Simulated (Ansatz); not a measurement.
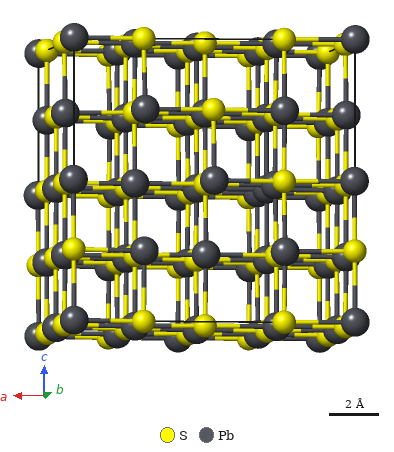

A defect cell of composition S31Pb33 (cell charge +2), before the relaxation. Style: ball-and-stick. Shown: the cell of the calculation (origin shifted), from a free direction.

The atoms of the start lie slightly off their symmetric places, so part of the fall in energy undoes that.

Level of theory: DFT, PBEsol, PAW, plane waves (Ansatz 0.2.0).

(plane-wave cutoff 420 eV; k-point mesh 1 × 1 × 1; mesh shifted by (0.25, 0.25, 0.25); collinear spin; atoms relaxed in a fixed cell; force threshold 0.03 eV/Å; at most 80 steps)

```
S Pb
1.0
    11.80000    0.00000    0.00000
     0.00000   11.80000    0.00000
     0.00000    0.00000   11.80000
S Pb
31 33
Direct
  0.25104 0.00040 0.00007
  0.25100 0.99795 0.49846
  0.24951 0.50080 0.99745
  0.75067 0.99950 0.99951
  0.74896 0.00162 0.49905
  0.75156 0.50046 0.00232
  0.75059 0.49893 0.50071
  0.00036 0.25018 0.99864
  0.00089 0.25095 0.50139
  0.00157 0.75008 0.99991
  0.99991 0.74947 0.50105
  0.50011 0.24975 0.00075
  0.49767 0.25041 0.49833
  0.50096 0.74908 0.00015
  0.49991 0.75146 0.50168
  0.99921 0.99797 0.25358
  0.00339 0.00278 0.75171
  0.00096 0.49982 0.25052
  0.99961 0.50147 0.74921
  0.50222 0.00312 0.25067
  0.50241 0.99982 0.75045
  0.50235 0.49903 0.24674
  0.49969 0.50043 0.74956
  0.25257 0.24775 0.25211
  0.25085 0.24997 0.75071
  0.24680 0.75106 0.24990
  0.25073 0.75175 0.74970
  0.75133 0.24988 0.24971
  0.75160 0.24913 0.74951
  0.75050 0.74854 0.24693
  0.75211 0.74839 0.75287
  0.24975 0.49886 0.49931
  0.99796 0.99979 0.00243
  0.00072 0.00054 0.50078
  0.99913 0.50258 0.00403
  0.99859 0.50179 0.49615
  0.50235 0.00188 0.99974
  0.49916 0.99849 0.50028
  0.49897 0.49841 0.00063
  0.49862 0.49792 0.50038
  0.24919 0.25020 0.00042
  0.25143 0.24762 0.50071
  0.24644 0.75385 0.99919
  0.25187 0.75116 0.49961
  0.75044 0.25200 0.99794
  0.75070 0.25286 0.49978
  0.74968 0.74867 0.99717
  0.75052 0.75178 0.50197
  0.24760 0.00055 0.24982
  0.24922 0.99935 0.74828
  0.24933 0.50063 0.24963
  0.25142 0.50070 0.75094
  0.74845 0.99947 0.24922
  0.74480 0.99865 0.75074
  0.74926 0.49926 0.25058
  0.75182 0.49838 0.74699
  0.00142 0.24969 0.24917
  0.00064 0.24973 0.75188
  0.99865 0.75014 0.24668
  0.99826 0.74997 0.74887
  0.50145 0.24662 0.25049
  0.50120 0.24969 0.75108
  0.49739 0.75119 0.25267
  0.50084 0.75030 0.75085
```

Question: What does the optimiser find from here?

Answer: Pb40 moves most: 0.20 Å roughly along [3 0 −1]. Largest moves by element: Pb 0.20 Å, S 0.06 Å. The lattice vectors keep their values. Some distances before and after: S3–Pb51 2.976 → 2.773 Å, S7–Pb40 2.973 → 2.774 Å, Pb32–Pb40 2.937 → 3.127 Å, Pb32–Pb51 2.946 → 3.130 Å. Bond angles that change, for instance: Pb40–S22–Pb51 88.5° → 96.9°, Pb44–S27–Pb52 90.1° → 97.6°, S25–Pb52–S27 179.6° → 172.4°. The energy falls by 0.715 eV per cell of the calculation in 4 geometry steps. Largest force component: 1.1 eV/Å at the start, 0.015 eV/Å at the end.

Step by step:

```tsv
step	E − E(0), meV/atom	largest force component, eV/Å
0	0.00	1.1216
1	-10.36	0.1895
2	-10.93	0.0865
3	-11.13	0.0484
4	-11.17	0.0150
```

After the run, drawn alike:

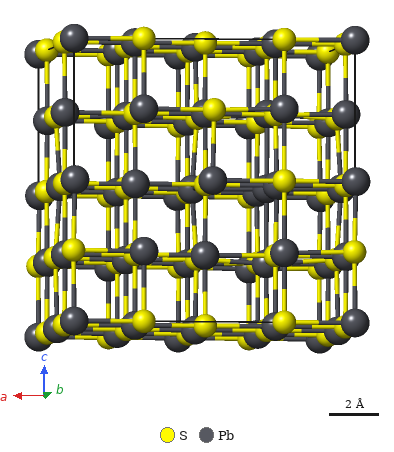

Limits of the set-up: the cell is charged, on a uniform background, and energies carry no finite-size correction.
